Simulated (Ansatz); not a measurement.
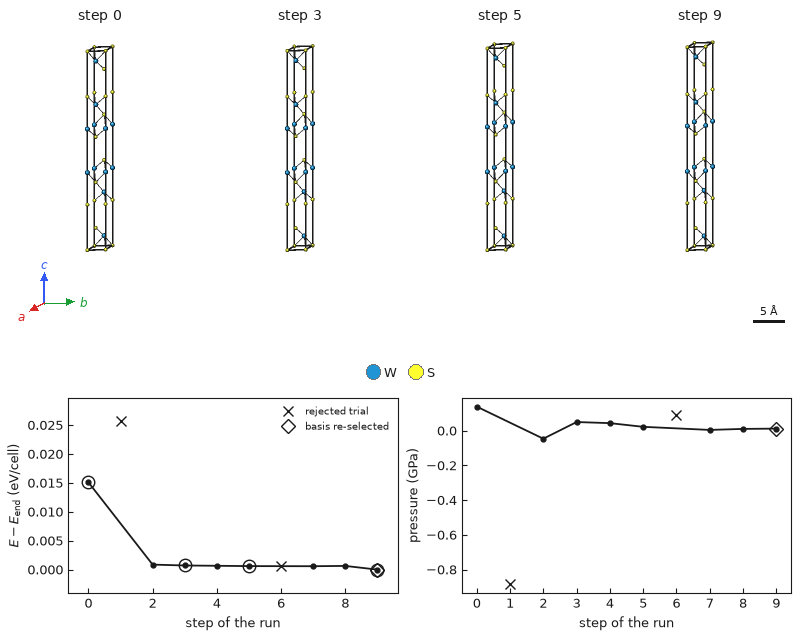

Frames of a relaxation of a crystal of W₂S₃ (built on the tetradymite_166 type), marked on the history of the run. The picture is a ball-and-stick view of the conventional cell (3 times the calculation's cell), seen slightly off an axis. Lengths and directions refer to the drawn axes.

Case: tetradymite type (R-3m, No. 166).

Method: DFT PBE, scalar-relativistic, plane waves, PAW in Ansatz. (plane-wave cutoff 420 eV; k-point mesh 12 × 12 × 12; occupations gaussian; smearing width 0.1 eV; no spin polarisation; cell and atoms relaxed; force threshold 0.01 eV/Å; at most 80 steps)

> What happens along the run?

Over 6 accepted moves (9 points after the start) the energy falls by 15.1 meV per cell of the calculation. The largest force component goes from 0.14 to 0.0026 eV/Å. Pressure: 0.14 GPa at the start and 0.01 GPa at the end. The line search rejected the trial steps at points 1, 6 of the run. The SCF was repeated once at an unchanged geometry on a basis and grid sized afresh for the cell, which shifted the energy by 0.6 meV per cell of the calculation at most. The largest moves relative to the cell, 0.12 Å, are those of S atoms. Largest moves by element: S 0.12 Å, W 0.07 Å. The drawn cell changes as follows: a = b 3.053 → 3.075 Å (+0.7 %), c 34.054 → 34.775 Å (+2.1 %); the volume changes by +3.5 %. Among the contacts that change: W–W 3.053 → 3.075 Å, S–W 2.628 → 2.612 Å. The space group stays R-3m (No. 166). The run took 9.2 min on 1 thread of Arm Neoverse N1, on a shared host, peak memory 0.63 GiB. From step 0 to 3: S atoms move most (0.06 Å), volume +1.7 %, energy −14.4 meV per cell of the calculation. From step 3 to 5: S atoms move most (0.04 Å), volume +1.2 %, energy −0.1 meV per cell of the calculation. From step 5 to 9: S atoms move most (0.02 Å), volume +0.6 %, energy −0.6 meV per cell of the calculation.
